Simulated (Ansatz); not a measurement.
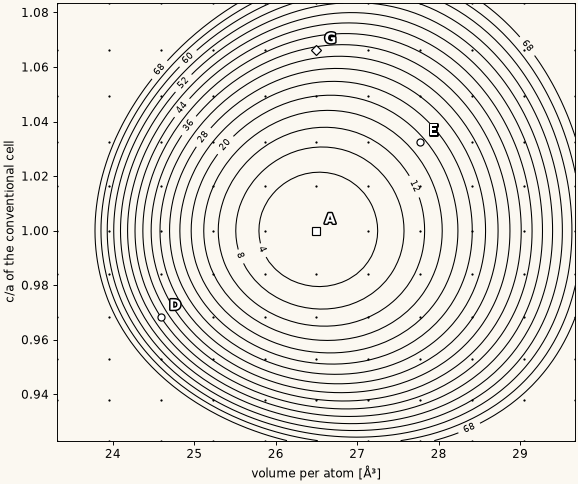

PbSe (Fm-3m, No. 225; 2 atoms in the cell). 
- The energy is mapped over volume and the cell's shape.
- Coordinates scanned: (1) volume per atom; (2) c/a of the conventional cell.
- Nothing is relaxed (symmetry fixes all fractional coordinates).
- The grid has 11 × 11 points.
- Points are written as (first, second).
- Energies are in meV/atom, from the lowest grid point.
- The lowest point has no gap; 116 points of the grid have one on the k-mesh.
- These are results of DFT LDA+D3(BJ), scalar-relativistic, plane waves, PAW in Ansatz 0.2.0, not measurements. Settings: cutoff 420 eV, k-mesh 12×12×12, gaussian smearing 0.03 eV, no spin polarisation.

Drawn: contour lines labelled in meV/atom (none above 68), dots at the grid points, lettered points. Between grid points the surface is interpolated.

> Is E the lowest point of the computed grid?

No. E lies 19 meV/atom above the lowest grid point, which is at (26.50 Å³, 1.000).

> Which space group has the cell at each letter?

A: Fm-3m; D: I4/mmm; E: I4/mmm; G: I4/mmm.

> What kind of point is each of A, D, E, G: minimum, saddle, maximum or slope?

A: minimum; D: on a slope; E: on a slope; G: on a slope. (In these two coordinates alone; a stationary point may lie a little off the grid point.)
